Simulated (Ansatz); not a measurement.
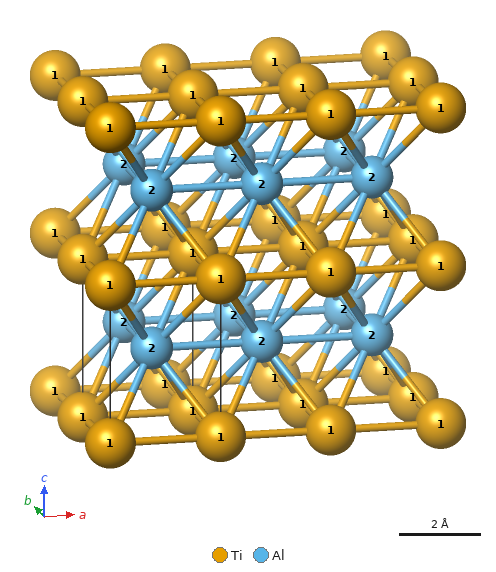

Starting structure of crystalline TiAl (set up in P4/mmm). The picture is a ball-and-stick view of the cell of the calculation, repeated 3 × 2 × 2 with one cell outlined, seen slightly off an axis.

The run lets cell and atoms move.

All numbers below come from Ansatz 0.2.0, Kohn-Sham DFT of a periodic cell, HSEsol, Ansatz PAW.

Input
```yaml
crystal:
  lattice:
    - [2.8373, 0.0, 0.0]
    - [0.0, 2.8373, 0.0]
    - [0.0, 0.0, 4.0591]
  atoms:
    - { symbol: Ti, position: [0.0, 0.0, 0.0] }
    - { symbol: Al, position: [0.5, 0.5, 0.5] }
hamiltonian:
  xc:
    exchange: hjs_pbesol
    correlation: pbesol
    exx: { coeff: 0.25, omega: 0.207 }
  pseudopotentials: { kind: paw }
kpoints:
  mp_grid: { grid: [5, 5, 4] }
scf:
  occupations: { method: fermi_dirac, width: 0.05 }
output:
  forces: true
  stress: true
  eigenvalues: true
  write_density: true
  write_potential: true
  elf: true
  volumetric_format: npy
relax:
  f_tol: 0.01
  max_steps: 40
  cell: { stress_tol: 0.05 }
```

Launched with:
```bash
ansatz run input.yaml --threads 2 --pin off --max-ram 5632MiB --backend cpu --events-out ev --progress --plain --runs-dir out
```

Where does the relaxation end?

The energy falls by 9.0 meV per atom in 4 accepted moves (5 points after the start). All forces vanish by symmetry, so only the cell relaxes. The pressure goes from −3.79 to −0.01 GPa. At 1 point the geometry stayed and the basis and grid were re-selected for the new cell (energy shift of 0.1 meV per atom at most each time). The atoms keep their places relative to the cell (all moves are under 0.005 Å). The drawn cell changes as follows: a = b 2.837 → 2.776 Å (−2.2 %), c 4.059 → 4.095 Å (+0.9 %); the volume changes by −3.4 %. Some distances before and after: Ti1–Ti1 2.837 → 2.776 Å, Al2–Al2 2.837 → 2.776 Å, Ti1–Al2 2.854 → 2.836 Å. The space group stays P4/mmm (No. 123). Cost: 47 s on 2 threads of Arm Neoverse V1, with other jobs on the host, peak memory 0.73 GiB.

Step by step:

| step | E − E(0), meV/atom | pressure, GPa | volume, Å³/atom | note |
| --- | --- | --- | --- | --- |
| 0 | 0.00 | -3.79 | 16.338 |  |
| 1 | -6.18 | 2.65 | 15.445 |  |
| 2 | -9.00 | 0.09 | 15.770 |  |
| 3 | -9.13 | -0.02 | 15.779 |  |
| 4 | -9.14 | 0.00 | 15.775 |  |
| 5 | -9.02 | -0.01 | 15.775 | same geometry, new basis |

After the run, drawn alike:

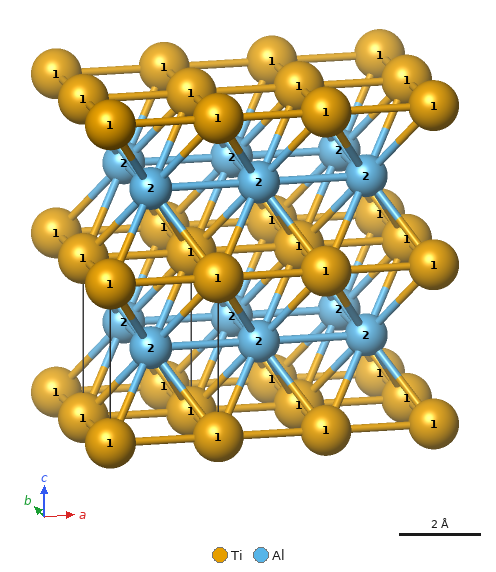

Limits of the set-up: the k-point mesh is coarse for a cell with partly filled bands.
